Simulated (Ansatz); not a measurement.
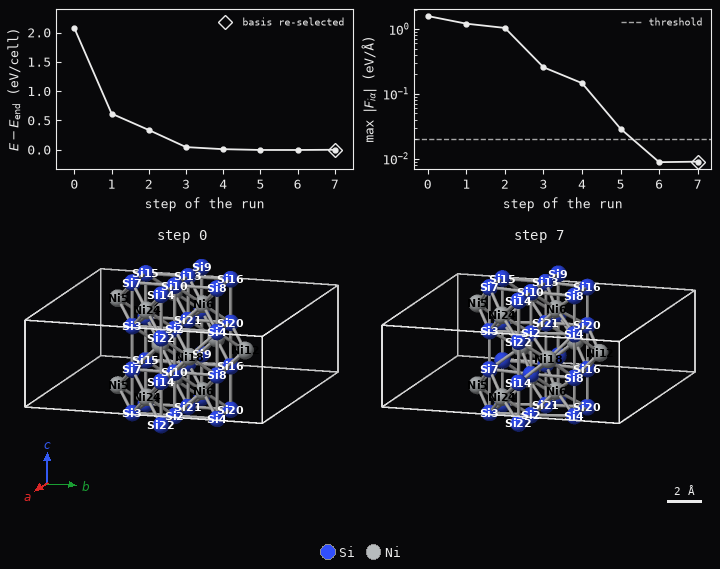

First and last geometry of a relaxation of a wire of composition Si$_{2}$Ni, with the history of the run. The picture is a ball-and-stick view of the cell of the calculation, with the vacuum cut short, seen slightly off an axis.

Case: wire along [0 0 1], 24 atoms a period.

These are results of Ansatz 0.2.0, DFT PBEsol, scalar-relativistic, plane waves, PAW, not measurements.

The input:
```yaml
crystal:
  lattice:
    - [17.1, 0.0, 0.0]
    - [0.0, 17.4, 0.0]
    - [0.0, 0.0, 5.3913419787]
  atoms:
    - { symbol: Si, position: [0.2635376325, 0.5, 0.75] }
    - { symbol: Si, position: [0.5788207892, 0.5, 0.75] }
    - { symbol: Si, position: [0.5788207892, 0.3450763799, 0.75] }
    - { symbol: Si, position: [0.5788207892, 0.6549236201, 0.75] }
    - { symbol: Ni, position: [0.5, 0.2676145699, 0.0] }
    - { symbol: Ni, position: [0.5, 0.57746181, 0.0] }
    - { symbol: Si, position: [0.5788207892, 0.3450763799, 0.25] }
    - { symbol: Si, position: [0.5788207892, 0.6549236201, 0.25] }
    - { symbol: Si, position: [0.2635376325, 0.5, 0.25] }
    - { symbol: Si, position: [0.5788207892, 0.5, 0.25] }
    - { symbol: Ni, position: [0.5, 0.42253819, 0.5] }
    - { symbol: Ni, position: [0.5, 0.7323854301, 0.5] }
    - { symbol: Si, position: [0.4211792108, 0.5, 0.25] }
    - { symbol: Si, position: [0.7364623675, 0.5, 0.25] }
    - { symbol: Si, position: [0.4211792108, 0.3450763799, 0.25] }
    - { symbol: Si, position: [0.4211792108, 0.6549236201, 0.25] }
    - { symbol: Ni, position: [0.3423584217, 0.57746181, 0.5] }
    - { symbol: Ni, position: [0.6576415783, 0.57746181, 0.5] }
    - { symbol: Si, position: [0.4211792108, 0.3450763799, 0.75] }
    - { symbol: Si, position: [0.4211792108, 0.6549236201, 0.75] }
    - { symbol: Si, position: [0.4211792108, 0.5, 0.75] }
    - { symbol: Si, position: [0.7364623675, 0.5, 0.75] }
    - { symbol: Ni, position: [0.3423584217, 0.42253819, 0.0] }
    - { symbol: Ni, position: [0.6576415783, 0.42253819, 0.0] }
basis:
  ecutwfc: 420
kpoints:
  mp_grid: { grid: [1, 1, 10] }
hamiltonian:
  xc: pbesol
scf:
  occupations: { method: gaussian, width: 0.05 }
output:
  forces: true
  stress: true
  eigenvalues: true
  populations: true
  write_density: true
  write_potential: true
  elf: true
  volumetric_format: npy
relax:
  adjacent_minimum: "off"
  f_tol: 0.02
  max_steps: 45
  cell: { fix: [a, b, alpha, beta, gamma], stress_tol: 0.03 }
```

Run as
```bash
ansatz run input.yaml --threads 4 --pin off --max-ram 11264MiB --backend cpu --events-out ev --progress --plain --runs-dir out
```

Q: What do the curves and the structures tell?

A: It converged. The energy falls by 2.075 eV per cell of the calculation in 6 accepted moves (7 points after the start). The largest force component goes from 1.6 to 0.009 eV/Å. The SCF was repeated once at an unchanged geometry on a basis and grid sized afresh for the cell, which shifted the energy by 4.0 meV per cell of the calculation at most. The largest moves relative to the layer's centre, 0.22 Å, are those of Ni6 and Ni11. By element the largest moves are Ni 0.22 Å, Si 0.13 Å. Along the periodic axis the drawn cell goes c 5.391 → 5.078 Å (−5.8 %). Among the contacts that change: Si15–Si19 2.696 → 2.371 Å, Si10–Si13 2.696 → 2.957 Å, Si10–Si14 2.696 → 2.478 Å, Si13–Si21 2.696 → 2.539 Å. Among the angles between lasting bonds that change: Si1–Ni17–Si13 109.5° → 100.4°, Si1–Ni17–Si16 180.0° → 172.9°, Si4–Ni12–Si16 109.5° → 115.2°.
